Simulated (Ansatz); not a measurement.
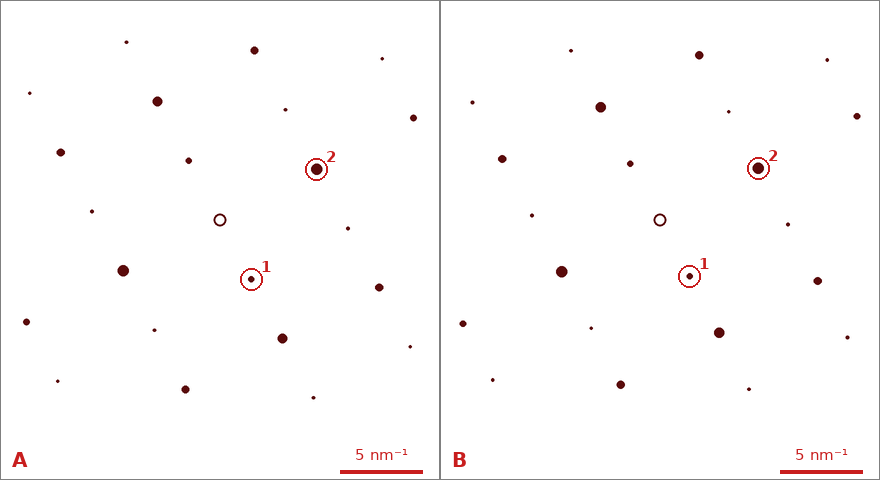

Kinematic electron diffraction patterns (120 kV, B = 0.5 Å², same scale) along [1-10] of the run's own cell, for the start and the end of one relaxation of MgO with DFT PBEsol, scalar-relativistic, plane waves, PAW in Ansatz. k mesh 12×12×6. The start is a generated model structure, and the relaxation ends in the nearest stationary point of its symmetry, not necessarily the ground state. Spot 1 is 0 0 -2 and spot 2 is 1 1 0 in both.

Start structure:

```yaml
crystal:
  lattice:
    - [2.97994, 0.00000, 0.00000]
    - [-1.48997, 2.58070, 0.00000]
    - [0.00000, 0.00000, 4.86621]
  atoms:
    - { symbol: Mg, position: [0.00000, 0.00000, 0.00000] }
    - { symbol: O, position: [0.33333, 0.66667, 0.25000] }
    - { symbol: Mg, position: [0.00000, 0.00000, 0.50000] }
    - { symbol: O, position: [0.66667, 0.33333, 0.75000] }
```

### Which pattern belongs to the start structure, and which to the relaxed one?

A is the start: its cell gives d(1) = 2.433 Å, d(2) = 1.490 Å and an angle of 90.0°. B is the relaxed structure, with d(1) = 2.556 Å (+5.1 %), d(2) = 1.464 Å (-1.7 %) and 90.0°.

### Summarise the relaxation behind the change.

The volume changed by +1.5 % to 9.50 Å³ an atom; the fractional coordinates hardly changed; the space group stayed P6_3/mmc (No. 194); the free energy fell by 41 meV an atom. Relaxed cell: a = 2.929 Å, b = 2.929 Å, c = 5.112 Å, α = 90.00°, β = 90.00°, γ = 120.00°.
